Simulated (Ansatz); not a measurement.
# Geometry relaxation, with input and output: Ta4N3 (part 1 of 2)

- system: Ta4N3 (7 atoms in the cell)
- method: DFT r2SCAN, scalar-relativistic, plane waves, PAW, no spin polarisation (Ansatz 0.2.0)

The structure derives from a Materials Project entry. Figures and captions count atoms from 1; the log counts them from 0 in places.

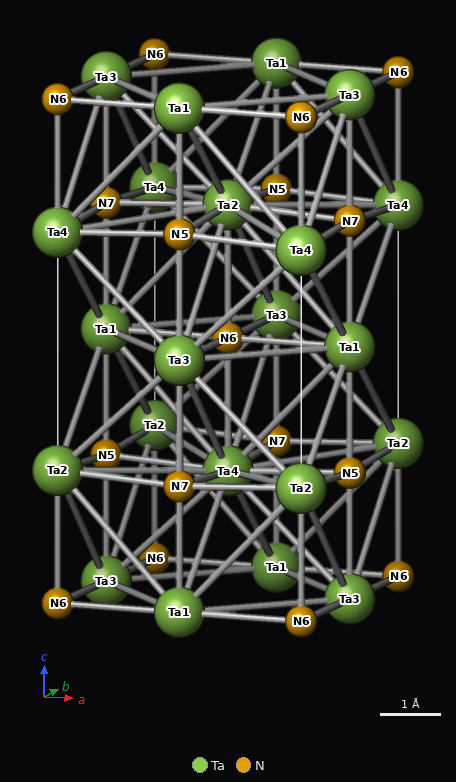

Figure 1. The input geometry (ball-and-stick view of the cell 2 times as large as that of the calculation, set on its symmetry axes, seen slightly off an axis; atoms are numbered from 1 in the order of the input). An atom can appear more than once, as a periodic image.

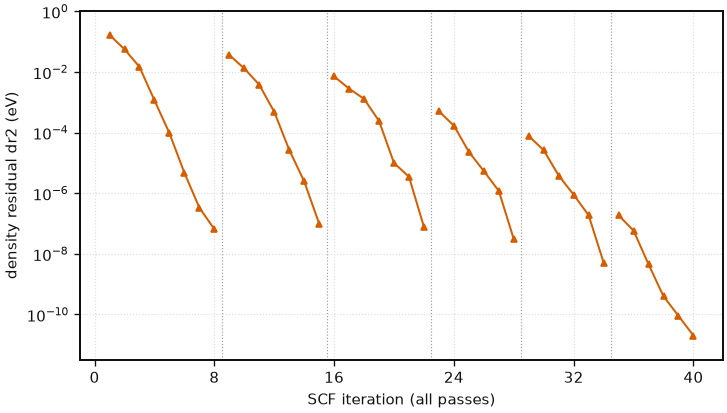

Figure 2. Convergence of the self-consistent field: density residual dr2 against the SCF iteration. The dotted lines part the SCF passes of the relaxation: geometry steps, rejected trials and re-solves on a re-selected basis. The 6 passes take 6 to 8 iterations each, 40 in all.

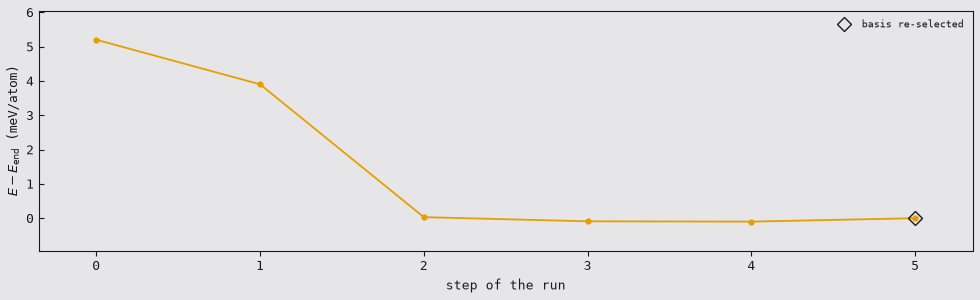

Figure 3. Progress of the relaxation, step by step (the first geometry is step 0 here and step 1 in the log).

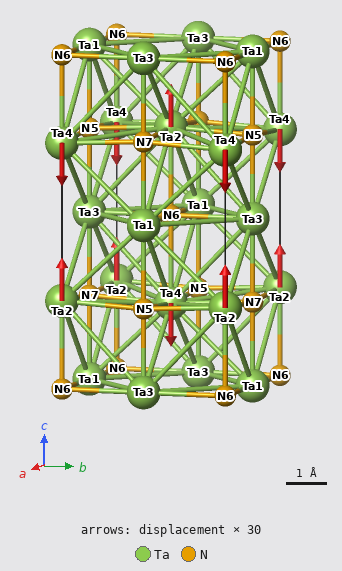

Figure 4. The starting structure with the displacements (without the part carried along by the change of the cell) as red arrows, magnified 30 times (ball-and-stick view of the cell 2 times as large as that of the calculation, set on its symmetry axes, seen slightly off an axis). The largest moves relative to the cell, 0.037 Å, are those of Ta2 and Ta4. N stays in place. Cell: a = b 4.406 → 4.380 Å (−0.6 %), c 8.621 → 8.580 Å (−0.5 %). Volume −1.7 %. Among the contacts that change: Ta1–Ta2 3.000 → 2.959 Å, Ta2–N6 2.274 → 2.301 Å, Ta1–Ta3 3.116 → 3.097 Å, Ta1–N6 2.203 → 2.190 Å. The space group stays I4/mmm (No. 139). Over 4 geometry steps the energy falls by 5.3 meV per atom. Largest force component: 0.32 eV/Å at the start, 0.0005 eV/Å at the end. Pressure: −5.41 GPa at the start and 0.00 GPa at the end. A last SCF at the same geometry on a re-selected plane-wave basis shifts the energy by +0.1 meV per atom. (Atoms are counted from 1 in the order of the input.)

The input that produced these results follows, with the program's output.

Input file
```yaml
crystal:
  lattice:
    - [-2.203196, 2.203196, 4.310613]
    - [2.203196, -2.203196, 4.310613]
    - [2.203196, 2.203196, -4.310613]
  atoms:
    - { symbol: Ta, position: [0.0, 0.5, 0.5] }
    - { symbol: Ta, position: [0.26382, 0.26382, 0.0] }
    - { symbol: Ta, position: [0.5, 0.0, 0.5] }
    - { symbol: Ta, position: [0.73618, 0.73618, 0.0] }
    - { symbol: "N", position: [0.75, 0.25, 0.5] }
    - { symbol: "N", position: [0.0, 0.0, 0.0] }
    - { symbol: "N", position: [0.25, 0.75, 0.5] }
basis:
  ecutwfc: 500
kpoints:
  mp_grid: { grid: [12, 12, 12] }
hamiltonian:
  xc: r2scan
scf:
  occupations: { method: gaussian, width: 0.1 }
output:
  forces: true
  stress: true
  eigenvalues: true
relax:
  adjacent_minimum: "off"
  f_tol: 0.005
  max_steps: 80
  cell: { stress_tol: 0.05 }
```

Command:
```bash
ansatz run input.yaml --threads 2 --pin off --max-ram 5120MiB --backend cpu --events-out ev --progress --plain --runs-dir out
```

The program's output
```
Engine: ansatz 0.2.0, x86_64-unknown-linux-gnu
Pseudopotentials: kind: paw
Pseudopotential: Ta, paw, valence charge 13, recommended cutoff 500 eV (meta_gga), Ta.paw.azcp
Pseudopotential: N, paw, valence charge 5, recommended cutoff 500 eV (meta_gga), N.paw.azcp
Functional definition: r2SCAN
  parameter k0 = 0.174
  parameter k1 = 0.065
  parameter a1 = 4.9479
  exchange = r2scan_x(k0 = k0, k1 = k1, a1 = a1)
  correlation = r2scan_c
Crystal: 7 atoms, lattice volume = 83.696 Å³
Basis set: ecut = 500 eV, 2107 PW (Γ), exchange–correlation on 160×160×160 points (64 copies of the dense FFT grid, shifted against one another)
Bands: 41, of which v1, the nominal top of the filled ones, is band 34 counted from 1 (33 counted from 0)
Symmetry: 16 space group operations
Space group: I4/mmm (ITA 139), of the structure as read, at distance tolerance 4.4e-5 Å
k-points: 163 of 1728
Non-local potential: Ta, projectors of the file, l = 0: 3, l = 1: 2, l = 2: 2, l = 3: 1
Non-local potential: N, projectors of the file, l = 0: 2, l = 1: 2, l = 2: 1
PAW form: soft (Blöchl's): semilocal exchange-correlation on the pseudo side does not see the compensation charge
PAW frozen core: Ta, regenerated for the run's functional (the file was generated under x = pbe(κ = 0.804, μ = 0.2195149727645171), c = pbe(β = 0.06672455060314922))
PAW frozen core: N, regenerated for the run's functional (the file was generated under x = pbe(κ = 0.804, μ = 0.2195149727645171), c = pbe(β = 0.06672455060314922))
PAW one-centre angular grid: Ta, 590 points (default); XC on 160 Gauss nodes
PAW one-centre angular grid: N, 302 points (default); XC on 160 Gauss nodes
Initial density: superposition of atomic densities (neutral atoms: chi_scale 0, normalization atom), corrected by the library's trained network
Initial wavefunctions: pseudopotential atomic-orbital guess
Functional: x = r2scan, c = r2scan; τ floored in thin density (d = 2e-4 eV/Å³)
SCF iter   1: F=—  HF=-40938.923626 eV  |F-HF|=—  |Δ(HF+E_count)|=         —  Δρ=1.29e-2  dr2=1.66e-1  dr2_τ=3.92e-1  ethr=1.77e-3  ⟨swp⟩=5.6  Hψ=26410  notcnv=0
preconditioner: auto → Kerker (q_TF=auto, 2.629 Å⁻¹)  [metal: Δε(μ)=0.013 eV  Ē_g=9.345 eV  σ=0.100 eV  W_gap=0.08  n_scr=30 (ndim 8)  ℏωp=24.0 eV  f_vac=0.000  D(μ)=2.04/eV (n_scr^D=14)]
SCF iter   2: F=—  HF=-40939.121732 eV  |F-HF|=—  |Δ(HF+E_count)|=   1.98e-1  Δρ=8.64e-3  dr2=5.59e-2  dr2_τ=3.73e-3  ethr=2.47e-4  ⟨swp⟩=2.0  Hψ=11668  notcnv=0  defer=384
SCF iter   3: F=—  HF=-40939.129061 eV  |F-HF|=—  |Δ(HF+E_count)|=   7.33e-3  Δρ=3.56e-3  dr2=1.47e-2  dr2_τ=3.13e-3  ethr=8.34e-5  ⟨swp⟩=2.0  Hψ=9154  notcnv=0  defer=384
SCF iter   4: F=—  HF=-40939.128318 eV  |F-HF|=—  |Δ(HF+E_count)|=   7.43e-4  Δρ=9.03e-4  dr2=1.16e-3  dr2_τ=1.51e-4  ethr=2.20e-5  ⟨swp⟩=2.0  Hψ=8855  notcnv=0  defer=384
SCF iter   5: F=—  HF=-40939.128353 eV  |F-HF|=—  |Δ(HF+E_count)|=   3.57e-5  Δρ=3.28e-4  dr2=9.56e-5  dr2_τ=4.75e-6  ethr=1.73e-6  ⟨swp⟩=2.1  Hψ=9087  notcnv=0  defer=384
SCF iter   6: F=—  HF=-40939.128367 eV  |F-HF|=—  |Δ(HF+E_count)|=   1.38e-5  Δρ=8.27e-5  dr2=4.72e-6  dr2_τ=6.73e-7  ethr=1.43e-7  ⟨swp⟩=2.0  Hψ=10513  notcnv=0  defer=384
SCF iter   7: F=—  HF=-40939.128368 eV  |F-HF|=—  |Δ(HF+E_count)|=   2.55e-7  Δρ=2.20e-5  dr2=3.33e-7  dr2_τ=3.57e-8  ethr=7.05e-9  ⟨swp⟩=2.0  Hψ=9464  notcnv=0  defer=384
SCF iter   8: F=-40939.128368 eV  HF=-40939.128368 eV  |F-HF|=3.19e-8  |Δ(HF+E_count)|=   1.52e-7  Δρ=8.81e-6  dr2=6.50e-8  dr2_τ=8.80e-9  ethr=1.49e-10  ⟨swp⟩=11.3  Hψ=31301  notcnv=0
SCF 1 converged in 8 iterations: F = -40939.128368 eV  dr2 = 6.50e-8
  greatest PAW one-centre occupation: 0.998 electrons in one spin orbital (limit 2), on the Ta atom at site 3 (counted from 0), in its partial waves of l = 0
relax step   1: F+E_penalty+E_count = -40939.12836768 eV  Δ(F+E_penalty+E_count) = +0.000e0 eV  max|allowed force component| = 3.203e-1 eV/Å  Δτ_max = 0.0000 Å  P = -5.407 GPa  Ω = 83.696 Å³  (8 SCF iters, dr2 threshold 1.00e-7 eV, accepted)
Crystal: 7 atoms, lattice volume = 80.866 Å³
Basis set: ecut = 500 eV, 2055 PW (Γ), exchange–correlation on 160×160×160 points (64 copies of the dense FFT grid, shifted against one another)
Initial density: handed on by an earlier stage of this run
Initial wavefunctions: those handed on with the density
iter 1 solved again at ethr=5.31e-5 eV; its pass at ethr=3.10e-3 eV (dr2=3.56e-2 eV) is discarded
SCF iter   1: F=—  HF=-40938.924247 eV  |F-HF|=—  |Δ(HF+E_count)|=         —  Δρ=5.96e-3  dr2=3.62e-2  dr2_τ=3.77e-1  ethr=5.31e-5  ⟨swp⟩=1.1  Hψ=34854  notcnv=0
preconditioner: auto → Kerker (q_TF=auto, 2.644 Å⁻¹)  [metal: Δε(μ)=0.032 eV  Ē_g=9.534 eV  σ=0.100 eV  W_gap=0.18  n_scr=30 (ndim 8)  ℏωp=24.4 eV  f_vac=0.000  D(μ)=1.88/eV (n_scr^D=14)]
SCF iter   2: F=—  HF=-40939.138012 eV  |F-HF|=—  |Δ(HF+E_count)|=   2.14e-1  Δρ=3.98e-3  dr2=1.30e-2  dr2_τ=5.75e-4  ethr=5.31e-5  ⟨swp⟩=2.0  Hψ=13355  notcnv=0
SCF iter   3: F=—  HF=-40939.138038 eV  |F-HF|=—  |Δ(HF+E_count)|=   2.61e-5  Δρ=1.61e-3  dr2=3.79e-3  dr2_τ=6.65e-4  ethr=1.95e-5  ⟨swp⟩=2.0  Hψ=9505  notcnv=0
SCF iter   4: F=—  HF=-40939.137495 eV  |F-HF|=—  |Δ(HF+E_count)|=   5.43e-4  Δρ=5.17e-4  dr2=4.84e-4  dr2_τ=2.95e-5  ethr=5.66e-6  ⟨swp⟩=2.0  Hψ=8959  notcnv=0
SCF iter   5: F=—  HF=-40939.137455 eV  |F-HF|=—  |Δ(HF+E_count)|=   3.99e-5  Δρ=1.91e-4  dr2=2.71e-5  dr2_τ=2.13e-6  ethr=7.22e-7  ⟨swp⟩=2.1  Hψ=9155  notcnv=0
SCF iter   6: F=—  HF=-40939.137462 eV  |F-HF|=—  |Δ(HF+E_count)|=   7.36e-6  Δρ=6.04e-5  dr2=2.46e-6  dr2_τ=6.11e-7  ethr=4.05e-8  ⟨swp⟩=2.0  Hψ=10747  notcnv=0
SCF iter   7: F=-40939.137463 eV  HF=-40939.137463 eV  |F-HF|=8.37e-8  |Δ(HF+E_count)|=   1.63e-7  Δρ=1.47e-5  dr2=1.00e-7  dr2_τ=9.45e-9  ethr=1.04e-9  ⟨swp⟩=7.7  Hψ=30750  notcnv=0
SCF 2 converged in 7 iterations: F = -40939.137463 eV  dr2 = 1.00e-7
relax step   2: F+E_penalty+E_count = -40939.13746264 eV  Δ(F+E_penalty+E_count) = -9.095e-3 eV  max|allowed force component| = 1.088e-1 eV/Å  Δτ_max = 0.0464 Å  P = +6.058 GPa  Ω = 80.866 Å³  energy of the carried Pulay correction = +1.455e-3 eV  (7 SCF iters, dr2 threshold 7.00e-7 eV, accepted)
Crystal: 7 atoms, lattice volume = 82.271 Å³
Basis set: ecut = 500 eV, 2087 PW (Γ), exchange–correlation on 160×160×160 points (64 copies of the dense FFT grid, shifted against one another)
iter 1 solved again at ethr=1.05e-5 eV; its pass at ethr=3.10e-3 eV (dr2=7.03e-3 eV) is discarded
SCF iter   1: F=—  HF=-40939.120518 eV  |F-HF|=—  |Δ(HF+E_count)|=         —  Δρ=2.56e-3  dr2=7.08e-3  dr2_τ=6.59e-2  ethr=1.05e-5  ⟨swp⟩=1.8  Hψ=34944  notcnv=0
preconditioner: auto → Kerker (q_TF=auto, 2.637 Å⁻¹)  [metal: Δε(μ)=0.016 eV  Ē_g=9.417 eV  σ=0.100 eV  W_gap=0.09  n_scr=30 (ndim 8)  ℏωp=24.2 eV  f_vac=0.000  D(μ)=1.92/eV (n_scr^D=14)]
SCF iter   2: F=—  HF=-40939.164725 eV  |F-HF|=—  |Δ(HF+E_count)|=   4.42e-2  Δρ=1.80e-3  dr2=2.83e-3  dr2_τ=8.87e-5  ethr=1.05e-5  ⟨swp⟩=2.0  Hψ=11520  notcnv=0
SCF iter   3: F=—  HF=-40939.164829 eV  |F-HF|=—  |Δ(HF+E_count)|=   1.04e-4  Δρ=1.13e-3  dr2=1.29e-3  dr2_τ=2.36e-4  ethr=4.22e-6  ⟨swp⟩=2.0  Hψ=9536  notcnv=0
SCF iter   4: F=—  HF=-40939.164601 eV  |F-HF|=—  |Δ(HF+E_count)|=   2.28e-4  Δρ=4.15e-4  dr2=2.42e-4  dr2_τ=7.31e-6  ethr=1.92e-6  ⟨swp⟩=2.0  Hψ=8529  notcnv=0
SCF iter   5: F=—  HF=-40939.164562 eV  |F-HF|=—  |Δ(HF+E_count)|=   3.97e-5  Δρ=9.14e-5  dr2=9.92e-6  dr2_τ=1.54e-6  ethr=3.60e-7  ⟨swp⟩=2.0  Hψ=9501  notcnv=0
SCF iter   6: F=—  HF=-40939.164562 eV  |F-HF|=—  |Δ(HF+E_count)|=   8.34e-7  Δρ=6.10e-5  dr2=3.49e-6  dr2_τ=3.37e-7  ethr=1.48e-8  ⟨swp⟩=2.0  Hψ=10154  notcnv=0
SCF iter   7: F=-40939.164562 eV  HF=-40939.164562 eV  |F-HF|=1.23e-8  |Δ(HF+E_count)|=   2.93e-7  Δρ=1.01e-5  dr2=7.74e-8  dr2_τ=8.20e-9  ethr=1.04e-9  ⟨swp⟩=4.5  Hψ=31712  notcnv=0
SCF 3 converged in 7 iterations: F = -40939.164562 eV  dr2 = 7.74e-8
relax step   3: F+E_penalty+E_count = -40939.16456203 eV  Δ(F+E_penalty+E_count) = -2.710e-2 eV  max|allowed force component| = 7.765e-2 eV/Å  Δτ_max = 0.0180 Å  P = +0.094 GPa  Ω = 82.271 Å³  energy of the carried Pulay correction = +7.262e-4 eV  (7 SCF iters, dr2 threshold 7.00e-7 eV, accepted)
Crystal: 7 atoms, lattice volume = 82.295 Å³
Basis set: ecut = 500 eV, 2103 PW (Γ), exchange–correlation on 160×160×160 points (64 copies of the dense FFT grid, shifted against one another)
iter 1 solved again at ethr=8.12e-7 eV; its pass at ethr=3.10e-3 eV (dr2=5.44e-4 eV) is discarded
SCF iter   1: F=—  HF=-40939.162950 eV  |F-HF|=—  |Δ(HF+E_count)|=         —  Δρ=7.70e-4  dr2=5.03e-4  dr2_τ=6.21e-3  ethr=8.12e-7  ⟨swp⟩=2.1  Hψ=31548  notcnv=0
preconditioner: auto → Kerker (q_TF=auto, 2.636 Å⁻¹)  [metal: Δε(μ)=0.015 eV  Ē_g=9.413 eV  σ=0.100 eV  W_gap=0.08  n_scr=30 (ndim 8)  ℏωp=24.2 eV  f_vac=0.000  D(μ)=1.90/eV (n_scr^D=14)]
SCF iter   2: F=—  HF=-40939.165427 eV  |F-HF|=—  |Δ(HF+E_count)|=   2.48e-3  Δρ=4.62e-4  dr2=1.70e-4  dr2_τ=3.18e-6  ethr=7.50e-7  ⟨swp⟩=2.0  Hψ=12150  notcnv=0
SCF iter   3: F=—  HF=-40939.165418 eV  |F-HF|=—  |Δ(HF+E_count)|=   9.84e-6  Δρ=1.50e-4  dr2=2.31e-5  dr2_τ=3.22e-6  ethr=2.54e-7  ⟨swp⟩=2.0  Hψ=9238  notcnv=0
SCF iter   4: F=—  HF=-40939.165413 eV  |F-HF|=—  |Δ(HF+E_count)|=   4.14e-6  Δρ=6.18e-5  dr2=5.38e-6  dr2_τ=2.48e-7  ethr=3.44e-8  ⟨swp⟩=2.0  Hψ=9109  notcnv=0
SCF iter   5: F=—  HF=-40939.165413 eV  |F-HF|=—  |Δ(HF+E_count)|=   7.32e-7  Δρ=3.83e-5  dr2=1.19e-6  dr2_τ=6.32e-8  ethr=8.03e-9  ⟨swp⟩=2.1  Hψ=8375  notcnv=0
SCF iter   6: F=-40939.165413 eV  HF=-40939.165413 eV  |F-HF|=1.92e-9  |Δ(HF+E_count)|=   1.75e-8  Δρ=5.80e-6  dr2=3.05e-8  dr2_τ=1.57e-9  ethr=1.04e-9  ⟨swp⟩=6.6  Hψ=27942  notcnv=0
SCF 4 converged in 6 iterations: F = -40939.165413 eV  dr2 = 3.05e-8
relax step   4: F+E_penalty+E_count = -40939.16541272 eV  Δ(F+E_penalty+E_count) = -8.507e-4 eV  max|allowed force component| = 2.195e-2 eV/Å  Δτ_max = 0.0065 Å  P = +0.031 GPa  Ω = 82.295 Å³  energy of the carried Pulay correction = +7.142e-4 eV  (6 SCF iters, dr2 threshold 7.00e-7 eV, accepted)
Crystal: 7 atoms, lattice volume = 82.307 Å³
iter 1 solved again at ethr=1.26e-7 eV; its pass at ethr=3.10e-3 eV (dr2=8.47e-5 eV) is discarded
```
